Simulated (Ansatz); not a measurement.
Consider Mg16O17 (cell with a defect).

The calculation's input:

```
crystal:
  lattice:
    - [-4.2535896552, -4.2535896552, 4.2535896552]
    - [4.2535896552, 4.2535896552, 4.2535896552]
    - [-4.2535896552, 4.2535896552, -4.2535896552]
  atoms:
    - { symbol: Mg, position: [0.75, 0.5, 0.75] }
    - { symbol: Mg, position: [0.0, 0.5, 0.5] }
    - { symbol: Mg, position: [0.75, 0.75, 0.5] }
    - { symbol: Mg, position: [0.2448235272, 0.5141504912, 0.2518691862] }
    - { symbol: Mg, position: [0.0, 0.75, 0.25] }
    - { symbol: Mg, position: [0.75, 0.0, 0.25] }
    - { symbol: Mg, position: [0.5, 0.5, 0.0] }
    - { symbol: Mg, position: [0.25, 0.75, 0.0] }
    - { symbol: Mg, position: [-0.0041857269, -0.0020279314, -0.0035895577] }
    - { symbol: Mg, position: [0.7427252604, 0.2563473446, -0.0105949489] }
    - { symbol: Mg, position: [0.5, 0.75, 0.75] }
    - { symbol: Mg, position: [0.25, 0.0, 0.75] }
    - { symbol: Mg, position: [0.0013084947, 0.2577264771, 0.7620868109] }
    - { symbol: Mg, position: [0.5, 0.0, 0.5] }
    - { symbol: Mg, position: [0.25, 0.25, 0.5] }
    - { symbol: Mg, position: [0.5, 0.25, 0.25] }
    - { symbol: O, position: [0.0046465756, 0.5173429266, 0.0051906139] }
    - { symbol: O, position: [0.25, 0.5, 0.75] }
    - { symbol: O, position: [0.0, 0.75, 0.75] }
    - { symbol: O, position: [0.5, 0.5, 0.5] }
    - { symbol: O, position: [0.25, 0.75, 0.5] }
    - { symbol: O, position: [0.0, 0.0, 0.5] }
    - { symbol: O, position: [0.75, 0.5, 0.25] }
    - { symbol: O, position: [0.5, 0.75, 0.25] }
    - { symbol: O, position: [0.25, 0.0, 0.25] }
    - { symbol: O, position: [-0.0092228176, 0.2482951792, 0.2414975778] }
    - { symbol: O, position: [0.75, 0.75, 0.0] }
    - { symbol: O, position: [0.5, 0.0, 0.0] }
    - { symbol: O, position: [0.2475823589, 0.2455006074, -0.0072563807] }
    - { symbol: O, position: [0.7629783012, 0.003869506, 0.7619242583] }
    - { symbol: O, position: [0.5, 0.25, 0.75] }
    - { symbol: O, position: [0.75, 0.25, 0.5] }
    - { symbol: O, position: [0.000650592, 0.2464036679, 0.0033426994] }
  host:
    lattice:
      - [0.0, 2.1267948276, 2.1267948276]
      - [2.1267948276, 0.0, 2.1267948276]
      - [2.1267948276, 2.1267948276, 0.0]
    atoms:
      - { symbol: Mg, position: [0.0, 0.0, 0.0] }
      - { symbol: O, position: [0.5, 0.5, 0.5] }
basis:
  ecutwfc: 420
  xc_grid: 2
kpoints:
  mp_grid: { grid: [2, 2, 2], shift: [0.5, 0.5, 0.5] }
hamiltonian:
  xc: pbe
scf:
  occupations: { method: gaussian, width: 0.02 }
output:
  forces: true
  stress: false
  eigenvalues: true
  charged_corrections:
    defect_position: [0.0, 0.25, 0.0]
    epsilon: [[11.1919, 0.0, 0.0], [0.0, 11.1919, 0.0], [0.0, 0.0, 11.1919]]
  write_density: true
  write_potential: true
  elf: true
  volumetric_format: npy
relax:
  adjacent_minimum: "off"
  f_tol: 0.03
  max_steps: 40
```

Command:

```sh
ansatz run input.yaml --threads 8 --pin off --max-ram 16384MiB --backend cpu --events-out ev --progress --plain --runs-dir out
```

The fields are those of the relaxed geometry.

Theory: Ansatz 0.2.0, DFT PBE, scalar-relativistic, plane waves, PAW.

Question: What can the converged valence pseudo-density and electron localisation function tell about the bonding?

Answer: Mg–O (2.06 Å): ρ is about 0.37 e/Å³ halfway; the ELF peaks at about 0.85 in the valence shell of O, 0.6 Å from its nucleus, and is about 0.35 at the midpoint: an ionic contact with no shared pair.
Mg–O (2.13 Å): ρ is about 0.32 e/Å³ halfway; the ELF peaks at about 0.85 in the valence shell of O, 0.6 Å from its nucleus, and is about 0.35 at the midpoint: a closed-shell, largely ionic contact.
Mg–O (2.19 Å): ρ is about 0.28 e/Å³ halfway; the ELF peaks at about 0.85 in the valence shell of O, 0.7 Å from its nucleus, and is about 0.30 at the midpoint: a closed-shell, largely ionic contact.

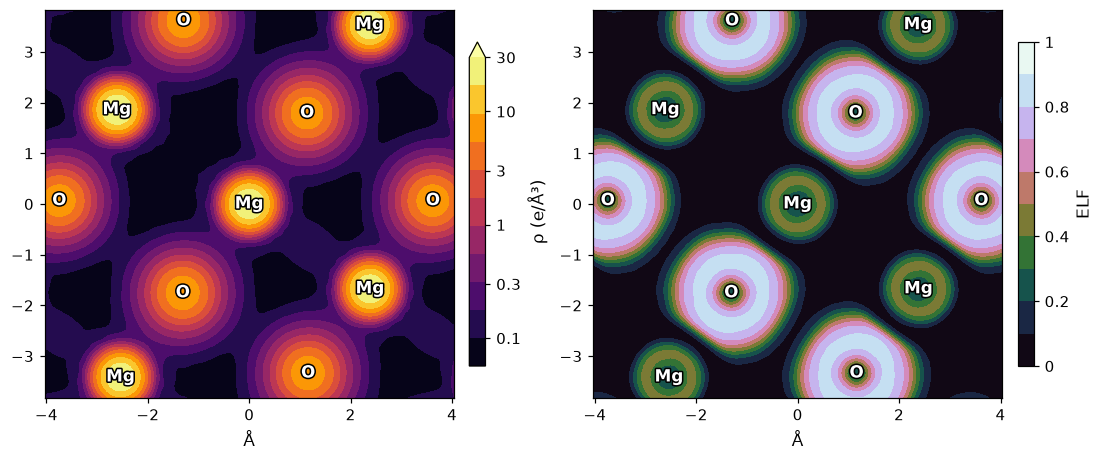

Computed valence pseudo-density and electron localisation function on the (100) plane of the calculation cell, in this order. 

In a PAW calculation such maps are meaningful between the atoms, not at the nuclei.
